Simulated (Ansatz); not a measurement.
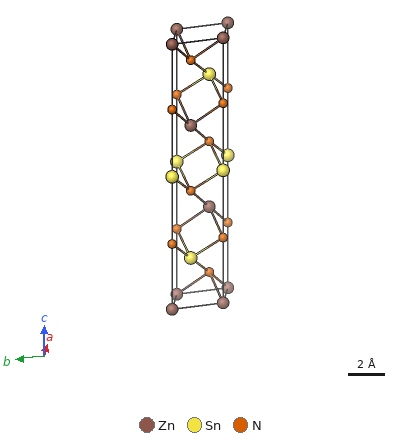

Fig. 1: The structure (ball-and-stick view of the cell 3 times as large as that of the calculation, set on its symmetry axes, seen at an oblique angle). An atom can appear more than once, as a periodic image.

ZnSnN2: Wannier-function calculation

The run: Wannier-function calculation of ZnSnN2 (R-3m, 4 atoms in the cell). Method and program: maximally localised Wannier functions of PBE bands, plane waves, PAW, no spin polarisation (Ansatz 0.2.0).

The structure was built on a prototype by a generator; it need not be a known phase. The geometry comes from this level: r2SCAN. It belongs to a series of runs on one base structure; here: anion s p.

## The input
```yaml
crystal:
  lattice:
    - [1.5836871722, 0.9143422152, 5.1498174729]
    - [-1.5836871722, 0.9143422152, 5.1498174729]
    - [0.0, -1.8286844304, 5.1498174729]
  atoms:
    - { symbol: Zn, position: [1.0, 0.0, 0.0] }
    - { symbol: Sn, position: [0.5, 0.5, 0.5] }
    - { symbol: "N", position: [0.2464698153, 0.2464698153, 0.2464698153] }
    - { symbol: "N", position: [0.7535301847, 0.7535301847, 0.7535301847] }
kpoints:
  mp_grid: { grid: [8, 8, 8] }
  band_path:
    path:
      - [[0.0, 0.0, 0.0], [0.5, 0.5, 0.5], [0.8123176937707, 0.1876823062293, 0.5]]
      - [[0.5, -0.1876823062293, 0.1876823062293], [0.5, -1.036272267785e-16, -1.809580362447e-16], [0.0, 0.0, 0.0], [0.3438411531146, -0.3438411531146, -5.061781491664e-19]]
      - [[0.6561588468854, 4.117785824092e-17, 0.3438411531146], [0.5, 1.753852014675e-16, 0.5], [0.0, 0.0, 0.0]]
    npoints: 10
hamiltonian:
  xc: pbe
scf:
  occupations: { method: fixed }
  n_extra_bands: 6
output:
  forces: false
  stress: false
  eigenvalues: true
  wannier:
    kmesh: [4, 4, 4]
    projections: [{ species: "N", l: s, shell: 2 }, { species: "N", l: p, shell: 2 }]
    minimise: true
    write_hr: true
    conv_tol: 1.0e-08
    max_iter: 3000
  write_density: true
  write_potential: true
  elf: true
  volumetric_format: npy
```

## File wannier.win
```
! ansatz wannier90 interface
! projections by site (counted from 0) and shell: 2 2S, 3 2S, 2 2P, 3 2P
! states of the run's bands (counted from 1): 6-7, combinations of 8-18
! their least projectability: 0.6469
num_bands = 8
num_wann  = 8
num_iter  = 2000
conv_tol = 1e-8
conv_window = 5
guiding_centres = true
ws_search_size = 3 2 2
write_hr = true

begin unit_cell_cart
Ang
       1.5836871722157382       0.9143422151909137             5.1498174729
      -1.5836871722157382       0.9143422151909137             5.1498174729
                      0.0      -1.8286844303818275             5.1498174729
end unit_cell_cart

begin atoms_frac
Zn                       1.0                      0.0                      0.0
Sn                       0.5                      0.5                      0.5
N               0.2464698153             0.2464698153             0.2464698153
N               0.7535301847             0.7535301847             0.7535301847
end atoms_frac

mp_grid = 4 4 4
```

Command:
```bash
ansatz run input.yaml --threads 4 --pin off --max-ram 3686MiB --backend cpu --events-out ev --progress --plain --runs-dir out
```

## Log
```
basis.fft_grid_basis auto: the FFT boxes are laid along the combinations [[1, -1, 0], [0, 1, 0], [0, -1, 1]] of the cell's own vectors, 3.167, 5.465 and 3.167 Å long. The dense box has 24×40×24 points. Along the cell's own vectors, as sized, it would have 40×40×40, 2.78 times as many. Of the 12 symmetry operations that the crystal satisfies within crystal.symmetry.tolerance (time reversal apart; of a slab, those that keep its plane) the dense box along the cell's own vectors carries 12, and the one as laid loses 8 of those. basis.fft_grid_basis: typed keeps the cell's own vectors: state it where this run's energies or levels are differenced outside the engine with another run's, or held beside a run that keeps those vectors. Those combinations have planes normal to reciprocal vector 3, as the cell's own vectors have. Each planar average written beside output.write_density, output.write_potential has a row for each plane of the box: 24. The volumetric files lie along those combinations, not along the cell's own vectors: a cube or XSF file states them, and fields.json those of NumPy files.
scf.n_extra_bands = 6 over 18 filled bands (N_el = 36.0): the run solves 24 bands
Engine: ansatz 0.2.0, aarch64-unknown-linux-gnu
Pseudopotentials: kind: paw
Pseudopotential: Zn, paw, valence charge 12, recommended cutoff 420 eV (normal), Zn.paw.azcp
Pseudopotential: Sn, paw, valence charge 14, recommended cutoff 420 eV (normal), Sn.paw.azcp
Pseudopotential: N, paw, valence charge 5, recommended cutoff 420 eV (normal), N.paw.azcp
Functional definition: PBE
  parameter kappa = 0.804
  parameter beta = 0.06672455060314922
  exchange = pbe_x(kappa = kappa, mu = beta*pi^2/3)
  correlation = pbe_c(beta = beta)
Crystal: 4 atoms, lattice volume = 44.743 Å³
Basis set: ecut = 420 eV, 857 PW (Γ), FFT grids on a1−a2, a2, −a2+a3
Bands: 24, of which v1, the nominal top of the filled ones, is band 18 counted from 1 (17 counted from 0)
Symmetry: 12 space group operations
Space group: R-3m (ITA 166), of the structure as read, at distance tolerance 3.6e-5 Å
k-points: 65 of 512
Non-local potential: Zn, projectors of the file, l = 0: 2, l = 1: 2, l = 2: 3, l = 3: 1
Non-local potential: Sn, projectors of the file, l = 0: 2, l = 1: 2, l = 2: 2, l = 3: 2
Non-local potential: N, projectors of the file, l = 0: 2, l = 1: 2, l = 2: 1
PAW form: soft (Blöchl's): semilocal exchange-correlation on the pseudo side does not see the compensation charge
PAW one-centre angular grid: Zn, 590 points (default); XC on 64 Gauss nodes
PAW one-centre angular grid: Sn, 590 points (default); XC on 64 Gauss nodes
PAW one-centre angular grid: N, 110 points (default); XC on 64 Gauss nodes
Initial density: superposition of atomic densities (neutral atoms: chi_scale 0, normalization atom), corrected by the library's trained network
Initial wavefunctions: pseudopotential atomic-orbital guess
Functional: x = pbe(κ = 0.804, μ = 0.2195149727645171), c = pbe(β = 0.06672455060314922)
SCF iter   1: F=—  HF=-10109.860073 eV  |F-HF|=—  |Δ(HF+E_count)|=         —  Δρ=1.88e-3  dr2=8.18e-4  ethr=1.77e-3  ⟨swp⟩=5.0  Hψ=6372  notcnv=0  defer=258
preconditioner: auto → none  [insulator: Δε(μ)=0.768 eV  Ē_g=17.018 eV  n_scr=16 (ndim 8)  ℏωp=33.3 eV  f_vac=0.000  ε∞_Penn≈4.8]
SCF iter   2: F=—  HF=-10109.859781 eV  |F-HF|=—  |Δ(HF+E_count)|=   2.92e-4  Δρ=8.31e-4  dr2=1.88e-4  ethr=2.27e-6  ⟨swp⟩=2.0  Hψ=3380  notcnv=0  defer=260
SCF iter   3: F=—  HF=-10109.859801 eV  |F-HF|=—  |Δ(HF+E_count)|=   2.01e-5  Δρ=3.72e-4  dr2=2.83e-5  ethr=5.22e-7  ⟨swp⟩=2.0  Hψ=2480  notcnv=0  defer=249
SCF iter   4: F=—  HF=-10109.859833 eV  |F-HF|=—  |Δ(HF+E_count)|=   3.13e-5  Δρ=2.77e-4  dr2=1.77e-5  ethr=7.87e-8  ⟨swp⟩=2.0  Hψ=2617  notcnv=0  defer=121
SCF iter   5: F=—  HF=-10109.859831 eV  |F-HF|=—  |Δ(HF+E_count)|=   1.42e-6  Δρ=8.00e-5  dr2=1.57e-6  ethr=4.91e-8  ⟨swp⟩=2.0  Hψ=2115  notcnv=0  defer=118
SCF iter   6: F=—  HF=-10109.859831 eV  |F-HF|=—  |Δ(HF+E_count)|=   5.41e-7  Δρ=3.74e-5  dr2=3.73e-7  ethr=4.37e-9  ⟨swp⟩=2.8  Hψ=2485  notcnv=0  defer=118
SCF iter   7: F=-10109.859830 eV  HF=-10109.859830 eV  |F-HF|=5.77e-8  |Δ(HF+E_count)|=   1.11e-7  Δρ=7.98e-6  dr2=5.85e-8  ethr=2.78e-10  ⟨swp⟩=8.3  Hψ=6781  notcnv=0
SCF 1 converged in 7 iterations: F = -10109.859830 eV  dr2 = 5.85e-8
  greatest PAW one-centre occupation: 0.995 electrons in one spin orbital (limit 2), on the Sn atom at site 1 (counted from 0), in its partial waves of l = 2
NSCF: frozen V_eff on 73 k-points
NSCF: frozen V_eff on 16 k-points
the Wannier pass solved 16 of the 64 points of its mesh, and has the states at the others by symmetry: states obtained by the crystal's operations at points that were solved too leave a residual of 2.43e-13 eV (read by the count's bands and the next), within 8.33e-6 eV
SCF converged after 7 iterations
Free energy (F): -10109.859830 eV
Harris-Foulkes:  -10109.859830 eV  (|F-HF|=5.77e-8)
Internal energy: -10109.859830 eV  (E = F + TS)
E sigma→0 (E₀):  -10109.859830 eV
Fermi energy:    12.922866 eV
--- Per-component energies (eV) ---
  E_band       = 102.638481
  E_kinetic    = 581.160666
  E_local      = -2315.738267  (includes V_loc(G=0)·N_el)
  E_nonlocal   = 680.893155
  E_hartree    = 1133.358868
  E_xc         = -637.864776
  E_vxc        = -299.147356  (∫ρ·V_xc dr)
  E_paw        = -6231.674211  (= ΣΔE_a)
  E_vpaw       = -811.241219  (= ΣTr[D̂ρ^β])
  E_aug_tail   = -0.000149  (compensation charges beyond the density's cutoff)
  E_ewald      = -3319.995117
  E_smearing   = -0.000000  (= −TS)
  E_closure    = -0.000000  (closes the sum)
  Σ components = -10109.859830   (vs F -10109.859830, Δ=0.00e0)
--- Band table (eV; the first three rows and the last of 65) ---
  k-point 0: bands = ["-8.1152", "-8.1152", "-8.1113", "-7.9203", "-7.9203", "-3.7158", "-0.9242", "5.2169", "6.9595", "6.9595", "7.2657", "7.2657", "7.5287", "11.9423", "11.9423", "12.1259", "12.7578", "12.7578", "13.6821", "16.4100", "21.1187", "21.2735", "21.2735", "26.3322"]
  k-point 1: bands = ["-8.1524", "-8.0773", "-8.0757", "-7.9607", "-7.9266", "-3.4741", "-0.7368", "5.4507", "6.9079", "6.9873", "7.2274", "7.2522", "7.5567", "10.5854", "11.3753", "11.7957", "12.2616", "12.5176", "15.1431", "17.4227", "19.3650", "21.7949", "22.2254", "24.0163"]
  k-point 2: bands = ["-8.2597", "-8.0484", "-7.9921", "-7.9844", "-7.9284", "-2.7675", "-0.2943", "5.8733", "6.8716", "6.9829", "7.0910", "7.2954", "7.7500", "8.7933", "9.4998", "11.3919", "12.0830", "12.1289", "16.8759", "17.3127", "19.7598", "21.6106", "22.4492", "22.6653"]
  k-point 64: bands = ["-8.1150", "-8.1150", "-8.1097", "-7.9199", "-7.9199", "-3.2733", "-1.8116", "6.7032", "6.9419", "6.9419", "7.2610", "7.2610", "8.0057", "9.0541", "12.3019", "12.3019", "12.3483", "12.3483", "16.1170", "16.7534", "20.6965", "22.4220", "22.4220", "22.6441"]
Wannier search: line search 1 of at most 3000: gauge-dependent spread (as the search counts it) 2.9100416 Å², largest recent change 2.8e-1 Å² and fall left 1.3e-3 Å² against conv_tol 1.0e-8 Å², 0 stops escaped
```

## File rho_z.tsv
```
# z_ang	rho[e/angstrom^3]
# format = ansatz-planar-average/11
# lattice	1.583687172	0.914342215	5.149817473
# lattice	-1.583687172	0.914342215	5.149817473
# lattice	0.000000000	-1.828684430	5.149817473
# sites	4
# site	30	1.583687172	0.914342215	5.149817473
# site	50	0.000000000	0.000000000	7.724726209
# site	7	0.000000000	0.000000000	3.807823684
# site	7	0.000000000	0.000000000	11.641628735
0.000000	1.217623e0
0.227703	1.124278e0
0.455405	9.170306e-1
0.683108	7.268338e-1
0.910810	6.179996e-1
1.138513	5.814852e-1
1.366215	5.914913e-1
1.593918	6.341102e-1
1.821620	7.042093e-1
2.049323	7.947766e-1
2.277025	8.903850e-1
2.504728	9.661298e-1
2.732431	9.953725e-1
2.960133	9.661298e-1
3.187836	8.903850e-1
3.415538	7.947766e-1
3.643241	7.042093e-1
3.870943	6.341102e-1
4.098646	5.914913e-1
4.326348	5.814852e-1
4.554051	6.179996e-1
4.781753	7.268338e-1
5.009456	9.170306e-1
5.237159	1.124278e0
```

## File v_z.tsv
```
# z_ang	v_es[eV]	v_tot[eV]
# format = ansatz-planar-average/11
# xc	pbe
# density_cutoff_ev	1680
# datasets	Zn=:simpson_from_first_knot:soft	Sn=:simpson_from_first_knot:soft	N=:simpson_from_first_knot:soft
# lattice	1.583687172	0.914342215	5.149817473
# lattice	-1.583687172	0.914342215	5.149817473
# lattice	0.000000000	-1.828684430	5.149817473
# sites	4
# site	30	1.583687172	0.914342215	5.149817473
# site	50	0.000000000	0.000000000	7.724726209
# site	7	0.000000000	0.000000000	3.807823684
# site	7	0.000000000	0.000000000	11.641628735
0.000000	7.690531e0	-4.568427e0
0.227703	7.430632e0	-4.809559e0
0.455405	6.795045e0	-5.380839e0
0.683108	6.000072e0	-6.052854e0
0.910810	5.234102e0	-6.663690e0
1.138513	4.786987e0	-7.001099e0
1.366215	4.934183e0	-6.869131e0
1.593918	5.775500e0	-6.201833e0
1.821620	7.162925e0	-5.100071e0
2.049323	8.778705e0	-3.792989e0
2.277025	1.032642e1	-2.512808e0
2.504728	1.154601e1	-1.471348e0
2.732431	1.203248e1	-1.045308e0
2.960133	1.154601e1	-1.471348e0
3.187836	1.032642e1	-2.512808e0
3.415538	8.778705e0	-3.792989e0
3.643241	7.162925e0	-5.100071e0
3.870943	5.775500e0	-6.201833e0
4.098646	4.934183e0	-6.869131e0
4.326348	4.786987e0	-7.001099e0
4.554051	5.234102e0	-6.663690e0
4.781753	6.000072e0	-6.052854e0
5.009456	6.795045e0	-5.380839e0
5.237159	7.430632e0	-4.809559e0
```

## File wannier.spreads.toml
```
omega_i_ang2 = 13.46705916591715
omega_d_ang2 = 0.017090853768126416
omega_od_ang2 = 1.5767350638709066
omega_total_ang2 = 15.060885083556183
least_projectability = 0.6469401750006716
b_vectors_match_mmn = true
n_iter = 36
converged = true
rejected_fitted_steps = 1

[[wannier]]
r = [-0.00000007403852401678998, -0.000000027470346052592486, 11.245025338841206]
spread = 1.8673345120472078

[[wannier]]
r = [0.00000026191687768207154, 0.0000000012953777716009278, 4.204427055577559]
spread = 1.8673346193284743

[[wannier]]
r = [-0.3927889701047068, -0.2267764908255184, 3.598367300034579]
spread = 1.8877023595881344

[[wannier]]
r = [-0.3927887051270961, 0.22677675392302002, 11.851085380879109]
spread = 1.8877024188637108

[[wannier]]
r = [0.00000022734569525858456, 0.45355334732642133, 3.5983671785373263]
spread = 1.8877026792454998

[[wannier]]
r = [0.3927887767756516, 0.22677657100163945, 11.851085155717119]
spread = 1.887702781971882

[[wannier]]
r = [0.000000010091504000362751, -0.45355330699188867, 11.851085238769508]
spread = 1.887702833331332

[[wannier]]
r = [0.3927884983390369, -0.22677685320872892, 3.598367028798013]
spread = 1.8877028791806794

[[curvature_check]]
after_line_search = 20
omega_tilde_before_ang2 = 1.8595741615635264
krylov_steps = 40
lowest_ritz_value_ang2 = -0.5791694363392169
residual_ang2 = 9.25597138416548e-18
settled = true
first_negative_step = 3
curvature_along_ang2 = -0.5766053110051641
angle_rad = 0.6266653936033998
omega_tilde_after_ang2 = 1.7426229213461515
outcome = "escaped"

[[curvature_check]]
after_line_search = 36
omega_tilde_before_ang2 = 1.593825917639033
krylov_steps = 50
lowest_ritz_value_ang2 = 0.30203207624245426
residual_ang2 = 2.5630046409784136e-9
settled = true
outcome = "no-negative-curvature"
```

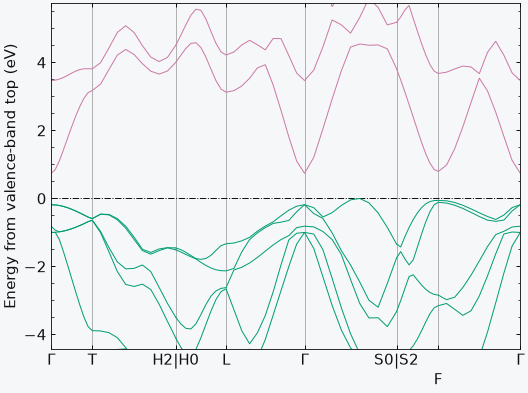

Fig. 2: Band structure along Γ–T–H2|H0–L–Γ–S0|S2–F–Γ, with energies from the valence-band top. There is a gap of 0.74 eV on this path, indirect, from between Γ and S0 to Γ.

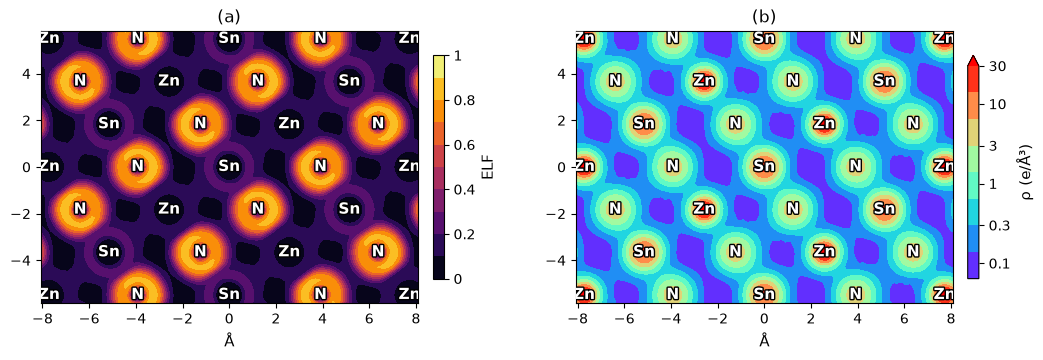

Fig. 3: (a) electron localisation function; (b) valence pseudo-density on the (110) plane of the conventional cell. The section cuts through Zn, Sn and N sites. Sn–N (2.21 Å): ρ is about 0.56 e/Å³ halfway; the ELF is about 0.30 at the midpoint. Zn–N (2.27 Å): ρ is about 0.35 e/Å³ halfway; the ELF peaks at about 0.80 in the valence shell of N, 0.7 Å from its nucleus, and drops to about 0.15 between the two atoms (a largely ionic contact). Away from the nuclei the density in this plane falls to 0.06 e/Å³ at its lowest. The fields are those of the smooth PAW valence density.

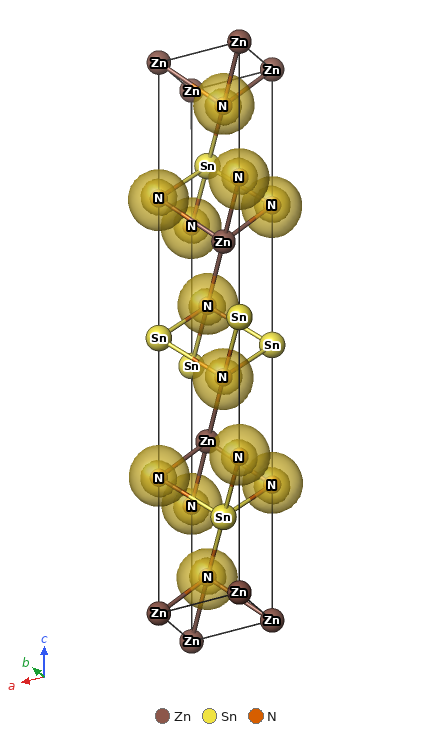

Fig. 4: Isosurface of the electron localisation function at 0.75 (yellow), seen at an oblique angle. Core shells and regions of very low density are left out. Sticks mark near contacts. The outline is the cell set on symmetry axes. Values along the shortest contacts: Sn–N (2.21 Å): the ELF is about 0.30 at the midpoint.

## Summary

- outcome: converged
- space group (tolerance 0.01 Å): R-3m (166)
- electrons treated: 36
- free energy: −10109.8598 eV
- total spread of the Wannier functions: 15.061 Å²
- Fermi energy: 12.923 eV
- gap on the k-point mesh: 0.76 eV
- hardware: 4 threads of Arm Neoverse V1, 24 GiB of memory available, shared host
- wall time: 2 s (CPU time 7.3 s)
- peak memory: 0.37 GiB
